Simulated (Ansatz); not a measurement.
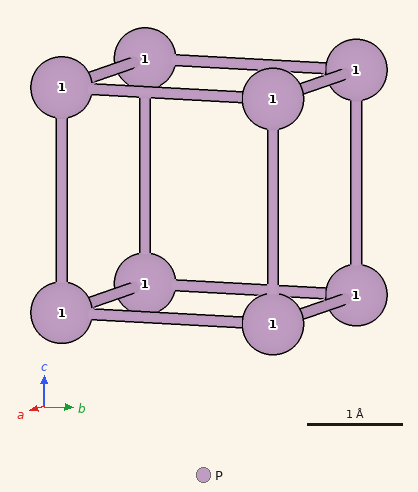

Figure 1. The input geometry (ball-and-stick view of the cell of the calculation, seen slightly off an axis; atoms are numbered from 1 in the order of the input). An atom can appear more than once, as a periodic image. Near neighbours in the periodic cell (some may lie outside the picture): P has 6 P at 2.39 Å.

# Geometry relaxation of P

System: P (1 atom in the cell).
Method: DFT PBEsol+D3(BJ), scalar-relativistic, plane waves, PAW, no spin polarisation (Ansatz 0.2.0).

The structure derives from an entry of the Crystallography Open Database. Figures and captions count atoms from 1; the log counts them from 0 in places.

## The program's output
```
Engine: ansatz 0.2.0, x86_64-unknown-linux-gnu
Pseudopotentials: kind: paw
Pseudopotential: P, paw, valence charge 5, recommended cutoff 420 eV (normal), P.paw.azcp
Functional definition: PBEsol
  exchange = pbesol_x
  correlation = pbesol_c
Crystal: 1 atoms, lattice volume = 13.684 Å³
Basis set: ecut = 420 eV, 251 PW (Γ), exchange–correlation on 32×32×32 points (8 copies of the dense FFT grid, shifted against one another)
Bands: 7, of which v1, the nominal top of the filled ones, is band 3 counted from 1 (2 counted from 0)
Symmetry: 16 space group operations
Space group: P4/mmm (ITA 123), of the structure as read, at distance tolerance 2.4e-5 Å
k-points: 550 of 5832
Non-local potential: P, projectors of the file, l = 0: 2, l = 1: 2, l = 2: 2
PAW form: soft (Blöchl's): semilocal exchange-correlation on the pseudo side does not see the compensation charge
PAW frozen core: P, regenerated for the run's functional, and the local potential with it (the file was generated under x = pbe(κ = 0.804, μ = 0.2195149727645171), c = pbe(β = 0.06672455060314922))
PAW one-centre angular grid: P, 110 points (default); XC on 64 Gauss nodes
Initial density: superposition of atomic densities (neutral atoms: chi_scale 0, normalization atom), corrected by the library's trained network
Initial wavefunctions: pseudopotential atomic-orbital guess
Functional: x = pbesol(κ = 0.804, μ = 0.12345679012345678), c = pbesol(β = 0.046)
SCF iter   1: F=—  HF=-740.459678 eV  |F-HF|=—  |Δ(HF+E_count)|=         —  Δρ=1.58e-3  dr2=1.16e-4  ethr=1.77e-3  ⟨swp⟩=5.9  Hψ=35141  notcnv=0
preconditioner: auto → none  [metal: Δε(μ)=0.063 eV  Ē_g=16.303 eV  σ=0.100 eV  W_gap=0.32  n_scr=0 (ndim 8)  ℏωp=22.4 eV  f_vac=0.000  D(μ)=0.36/eV (n_scr^D=0)]
SCF iter   2: F=—  HF=-740.459684 eV  |F-HF|=—  |Δ(HF+E_count)|=   6.93e-6  Δρ=8.36e-4  dr2=4.15e-5  ethr=2.32e-6  ⟨swp⟩=2.1  Hψ=9275  notcnv=0
SCF iter   3: F=—  HF=-740.459718 eV  |F-HF|=—  |Δ(HF+E_count)|=   3.38e-5  Δρ=1.93e-4  dr2=5.74e-6  ethr=8.30e-7  ⟨swp⟩=2.1  Hψ=4948  notcnv=0
SCF iter   4: F=—  HF=-740.459716 eV  |F-HF|=—  |Δ(HF+E_count)|=   2.45e-6  Δρ=7.02e-5  dr2=7.58e-7  ethr=1.15e-7  ⟨swp⟩=2.0  Hψ=4881  notcnv=0
iter 5 did not close the SCF: its close was put off for the readings that it lacked (scf_convergence_deferred on its scf_iter line)
SCF iter   5: F=-740.459715 eV  HF=-740.459715 eV  |F-HF|=7.81e-10  |Δ(HF+E_count)|=   3.68e-7  Δρ=3.07e-6  dr2=1.58e-9  ethr=1.52e-8  ⟨swp⟩=2.4  Hψ=5011  notcnv=0
SCF iter   6: F=-740.459715 eV  HF=-740.459715 eV  |F-HF|=1.24e-10  |Δ(HF+E_count)|=  4.26e-10  Δρ=1.17e-6  dr2=2.38e-10  ethr=3.16e-11  ⟨swp⟩=5.8  Hψ=20040  notcnv=0
SCF 1 converged in 6 iterations: F = -740.459715 eV  dr2 = 2.38e-10
  greatest PAW one-centre occupation: 0.795 electrons in one spin orbital (limit 2), on the P atom at site 0 (counted from 0), in its partial waves of l = 0
relax step   1: F+E_penalty+E_count = -740.45971545 eV  Δ(F+E_penalty+E_count) = +0.000e0 eV  max|allowed force component| = 0.000e0 eV/Å  Δτ_max = 0.0000 Å  P = -0.212 GPa  Ω = 13.684 Å³  (6 SCF iters, dr2 threshold 1.00e-7 eV, accepted)
Crystal: 1 atoms, lattice volume = 13.671 Å³
Initial density: handed on by an earlier stage of this run
Initial wavefunctions: those handed on with the density
iter 1 solved again at ethr=6.51e-9 eV; its pass at ethr=3.10e-3 eV (dr2=3.25e-7 eV) is discarded
SCF iter   1: F=—  HF=-740.459722 eV  |F-HF|=—  |Δ(HF+E_count)|=         —  Δρ=5.56e-5  dr2=3.33e-7  ethr=6.51e-9  ⟨swp⟩=2.5  Hψ=36360  notcnv=0
preconditioner: auto → none  [metal: Δε(μ)=0.059 eV  Ē_g=16.310 eV  σ=0.100 eV  W_gap=0.30  n_scr=0 (ndim 8)  ℏωp=22.5 eV  f_vac=0.000  D(μ)=0.35/eV (n_scr^D=0)]
SCF iter   2: F=-740.459731 eV  HF=-740.459731 eV  |F-HF|=1.22e-8  |Δ(HF+E_count)|=   8.55e-6  Δρ=2.65e-5  dr2=6.88e-8  ethr=2.00e-9  ⟨swp⟩=6.6  Hψ=19830  notcnv=0
SCF 2 converged in 2 iterations: F = -740.459731 eV  dr2 = 6.88e-8
relax step   2: F+E_penalty+E_count = -740.45973095 eV  Δ(F+E_penalty+E_count) = -1.550e-5 eV  max|allowed force component| = 0.000e0 eV/Å  Δτ_max = 0.0000 Å  P = -0.095 GPa  Ω = 13.671 Å³  energy of the carried Pulay correction = +3.129e-6 eV  (2 SCF iters, dr2 threshold 1.00e-7 eV, accepted)
Crystal: 1 atoms, lattice volume = 13.661 Å³
iter 1 solved again at ethr=1.12e-8 eV; its pass at ethr=3.10e-3 eV (dr2=5.59e-7 eV) is discarded
SCF iter   1: F=—  HF=-740.459728 eV  |F-HF|=—  |Δ(HF+E_count)|=         —  Δρ=7.37e-5  dr2=5.70e-7  ethr=1.12e-8  ⟨swp⟩=1.9  Hψ=35465  notcnv=0
preconditioner: auto → none  [metal: Δε(μ)=0.035 eV  Ē_g=16.318 eV  σ=0.100 eV  W_gap=0.19  n_scr=0 (ndim 8)  ℏωp=22.5 eV  f_vac=0.000  D(μ)=0.35/eV (n_scr^D=0)]
SCF iter   2: F=—  HF=-740.459737 eV  |F-HF|=—  |Δ(HF+E_count)|=   8.45e-6  Δρ=3.51e-5  dr2=1.18e-7  ethr=1.12e-8  ⟨swp⟩=1.0  Hψ=3850  notcnv=0
SCF iter   3: F=-740.459737 eV  HF=-740.459737 eV  |F-HF|=3.00e-11  |Δ(HF+E_count)|=   1.57e-8  Δρ=1.77e-6  dr2=2.61e-10  ethr=8.65e-10  ⟨swp⟩=7.1  Hψ=15472  notcnv=0
SCF 3 converged in 3 iterations: F = -740.459737 eV  dr2 = 2.61e-10
relax step   3: F+E_penalty+E_count = -740.45973685 eV  Δ(F+E_penalty+E_count) = -5.905e-6 eV  max|allowed force component| = 0.000e0 eV/Å  Δτ_max = 0.0000 Å  P = +0.002 GPa  Ω = 13.661 Å³  energy of the carried Pulay correction = +5.707e-6 eV  (3 SCF iters, dr2 threshold 4.33e-8 eV, accepted)
Initial wavefunctions: pseudopotential atomic-orbital guess (no wavefunctions were taken with the density)
iter 1 solved again at ethr=1.90e-7 eV; its pass at ethr=3.10e-3 eV (dr2=9.51e-6 eV) is discarded
SCF iter   1: F=—  HF=-740.459723 eV  |F-HF|=—  |Δ(HF+E_count)|=         —  Δρ=2.26e-6  dr2=2.62e-10  ethr=1.90e-7  ⟨swp⟩=3.2  Hψ=46350  notcnv=0
eigensolver tolerance schedule: the retry pair's looser diagonalisation over-reported the residual by 36299.27 of it (diagonalisation noise at an unbounded share of the residual, at the tolerance the schedule requests for it); recorded, not acted on — ethr = c·dr2/N_el stays at c = 1.0e-1
SCF iter   2: F=—  HF=-740.459732 eV  |F-HF|=—  |Δ(HF+E_count)|=   8.58e-6  Δρ=1.23e-6  dr2=8.69e-11  ethr=5.24e-12  ⟨swp⟩=3.1  Hψ=6397  notcnv=0
SCF iter   3: F=-740.459732 eV  HF=-740.459732 eV  |F-HF|=4.55e-13  |Δ(HF+E_count)|=  3.41e-11  Δρ=2.87e-7  dr2=2.48e-12  ethr=1.00e-12  ⟨swp⟩=5.1  Hψ=20370  notcnv=0
SCF 4 converged in 3 iterations: F = -740.459732 eV  dr2 = 2.48e-12
relax step   4: F+E_penalty+E_count = -740.45973177 eV  Δ(F+E_penalty+E_count) = +5.085e-6 eV  max|allowed force component| = 0.000e0 eV/Å  Δτ_max = 0.0000 Å  P = +0.002 GPa  Ω = 13.661 Å³  stress off target by 8.30e-3 GPa  SCF on the basis re-selected at this cell (its energy is not comparable with the rows above)  (3 SCF iters)
```

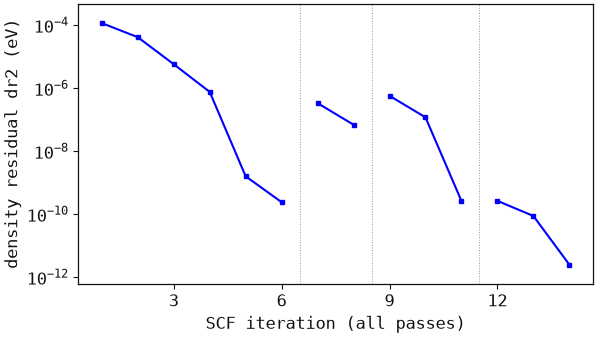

Figure 2. Convergence of the self-consistent field: density residual dr2 against the SCF iteration. The dotted lines part the SCF passes of the relaxation: geometry steps, rejected trials and re-solves on a re-selected basis. The passes take 6, 2, 3 and 3 iterations.

```
basis re-selected at this cell: Δ(F+E_penalty+E_count) = +5.085e-6 eV, ΔP = -0.001 GPa vs the last step (what re-selecting the basis moved, of the pressure what is left beyond the Pulay correction that the steps carried, after the strain that the cell walked since its last selection, with what the two solves' SCF thresholds leave and, on support functions, any second-order correction that the steps lacked; it is no measure of the basis error at this ecutwfc). This SCF's stress stands 8.30e-3 GPa from its target on what of the cell is left free (relax.cell.stress_tol is 5.00e-2 GPa) and its largest allowed force component is 0.00e0 eV/Å (relax.f_tol is 5.00e-3 eV/Å): within both
SCF converged after 3 iterations
Free energy (F): -740.459732 eV
Harris-Foulkes:  -740.459732 eV  (|F-HF|=4.55e-13)
Internal energy: -740.457964 eV  (E = F + TS)
E sigma→0 (E₀):  -740.458848 eV
Entropy (-TS):   -0.001768 eV (-1.768 meV/atom)
Fermi energy:    11.890881 eV
--- Per-component energies (eV) ---
  E_band       = 24.885421
  E_kinetic    = 73.135205
  E_local      = -21.711852  (includes V_loc(G=0)·N_el)
  E_nonlocal   = 33.539150
  E_hartree    = 5.066257
  E_xc         = -62.454862
  E_vxc        = -62.638148  (∫ρ·V_xc dr)
  E_paw        = -554.028399  (= ΣΔE_a)
  E_vpaw       = -7.571451  (= ΣTr[D̂ρ^β])
  E_aug_tail   = 0.000004  (compensation charges beyond the density's cutoff)
  E_ewald      = -213.634442
  E_disp       = -0.415121  (pairwise vdW)
  E_core_change = 0.046096  (= ΣΔE_core)
  E_smearing   = -0.001768  (= −TS)
  E_closure    = 0.000000  (closes the sum)
  Σ components = -740.459732   (vs F -740.459732, Δ=0.00e0)
--- Forces (eV/Å), atoms counted from 1 ---
  atom   1  P      0.00000000     0.00000000     0.00000000
  max |Σ_I F_I| component: 3.08e-33 eV/Å
--- Stress (GPa, compression-positive) ---
        0.006615       0.000000       0.000000
        0.000000       0.006615       0.000000
        0.000000       0.000000      -0.008295
  P = ⅓ Tr σ = 0.0016 GPa (0.016 kbar)
--- Band table (eV; the first three rows and the last of 550) ---
  k-point 0: bands = ["-5.1962", "17.3393", "17.3424", "17.3424", "18.6096", "18.6104", "26.8229"]
  k-point 1: bands = ["-5.1221", "15.7511", "17.4014", "17.4014", "18.6688", "20.0999", "27.0755"]
  k-point 2: bands = ["-4.9001", "13.6666", "17.5773", "17.5773", "18.8417", "21.8465", "27.8640"]
  k-point 549: bands = ["9.7415", "9.7415", "9.7430", "11.0993", "16.3401", "16.3412", "16.3412"]
--- Relaxed structure (3 steps of the walk, 3 accepted, 1 SCFs on fresh bases) ---
  F+E_penalty+E_count = -740.45973177 eV   max|allowed force component| = 0.000e0 eV/Å   (the final SCF, on the basis selected at the relaxed cell)
  cell:  # Å, volume = 13.6611 Å³
    - [2.3904808286995243, 3.0088957628181613e-36, 0.0]
    - [3.0088957628181613e-36, 2.3904808286995243, 0.0]
    - [0.0, 0.0, 2.390648419184815]
  atoms:
    - { symbol: P, position: [0.0, 0.0, 0.0] }
```

## Trajectory as extended XYZ (Å, eV, eV/Å), 4 frames, from step=1 to step=4
```
1
Lattice="2.3916 0.0000 0.0000 0.0000 2.3916 0.0000 0.0000 0.0000 2.3924" Properties=species:S:1:pos:R:3:forces:R:3 step=1 energy=-740.45971 pressure_GPa=-0.21
P     0.0000    0.0000    0.0000    0.0000   0.0000   0.0000
1
Lattice="2.3909 0.0000 0.0000 0.0000 2.3909 0.0000 0.0000 0.0000 2.3915" Properties=species:S:1:pos:R:3:forces:R:3 step=2 energy=-740.45973 pressure_GPa=-0.10
P     0.0000    0.0000    0.0000    0.0000   0.0000   0.0000
1
Lattice="2.3905 0.0000 0.0000 0.0000 2.3905 0.0000 0.0000 0.0000 2.3906" Properties=species:S:1:pos:R:3:forces:R:3 step=3 energy=-740.45974 pressure_GPa=0.00
P     0.0000    0.0000    0.0000    0.0000   0.0000   0.0000
1
Lattice="2.3905 0.0000 0.0000 0.0000 2.3905 0.0000 0.0000 0.0000 2.3906" Properties=species:S:1:pos:R:3:forces:R:3 step=4 energy=-740.45973 pressure_GPa=0.00
P     0.0000    0.0000    0.0000    0.0000   0.0000   0.0000
```

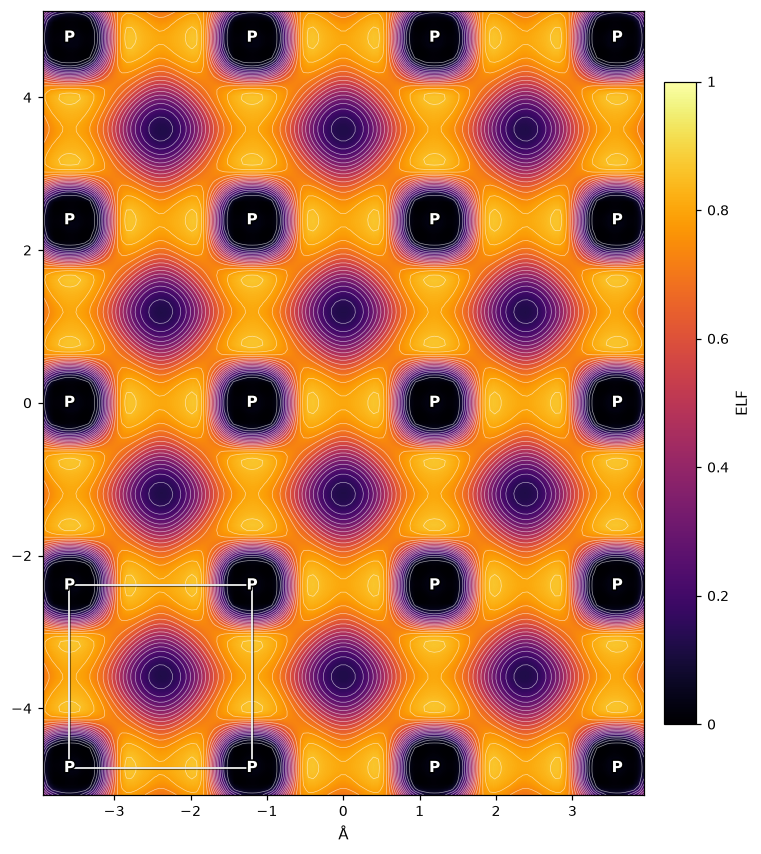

Figure 3. ELF on the (100) plane of the conventional cell. P–P (2.39 Å): the ELF peaks at about 0.85 between the atoms (a covalent bond). Core electrons are frozen (PAW), so the fields are smoothed inside the atomic spheres.

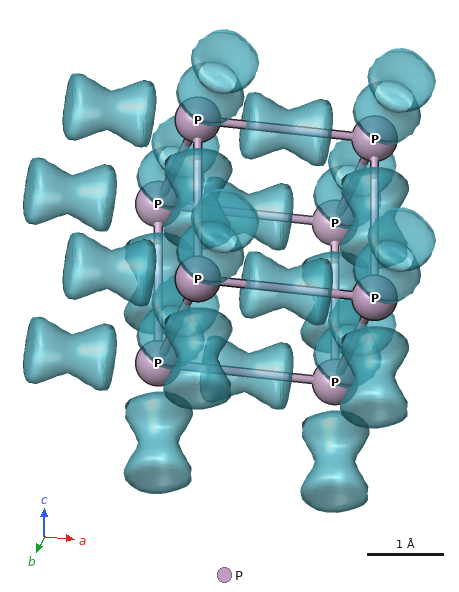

Figure 4. Isosurface of the electron localisation function at 0.75 (cyan), seen at an oblique angle. Only the valence region is drawn (cores and ρ < 0.01 e/Å³ removed). Sticks mark near contacts. The outline is the cell set on symmetry axes. The ELF exceeds this value in three regions between bonded P–P atoms (shared pairs), counted in one cell of 1 atoms.

The run was set up as follows.

## Input
```yaml
crystal:
  lattice:
    - [2.3915675699, 0.0, 0.0]
    - [0.0, 2.3915675699, 0.0]
    - [0.0, 0.0, 2.3924494063]
  atoms:
    - { symbol: P, position: [0.0, 0.0, 0.0] }
basis:
  ecutwfc: 420
kpoints:
  mp_grid: { grid: [18, 18, 18] }
hamiltonian:
  xc: pbesol
  dispersion: d3bj
scf:
  occupations: { method: gaussian, width: 0.1 }
output:
  forces: true
  stress: true
  eigenvalues: true
  write_density: true
  write_potential: true
  elf: true
  volumetric_format: npy
relax:
  adjacent_minimum: "off"
  f_tol: 0.005
  max_steps: 80
  cell: { stress_tol: 0.05 }
```

Launch command:
```bash
ansatz run input.yaml --threads 1 --pin off --max-ram 2560MiB --backend cpu --events-out ev --progress --plain --runs-dir out
```

## Results in brief

- outcome: converged
- space group (tolerance 0.01 Å): Pm-3m (221)
- electrons treated: 5
- free energy: −740.4597 eV
- Fermi energy: 11.891 eV
- gap on the k-point mesh: none (metallic)
- pressure: 0.00 GPa
- final volume: 13.66 Å³
- largest force (length of the vector) at the end: under 0.001 eV/Å
- final cell: a = 2.390 Å, b = 2.390 Å, c = 2.391 Å, α = 90.00°, β = 90.00°, γ = 90.00°
- hardware: 1 thread of Intel Xeon (Sapphire Rapids), 32 GiB of memory available, shared host
- wall time: 13 s
- peak memory: 0.43 GiB
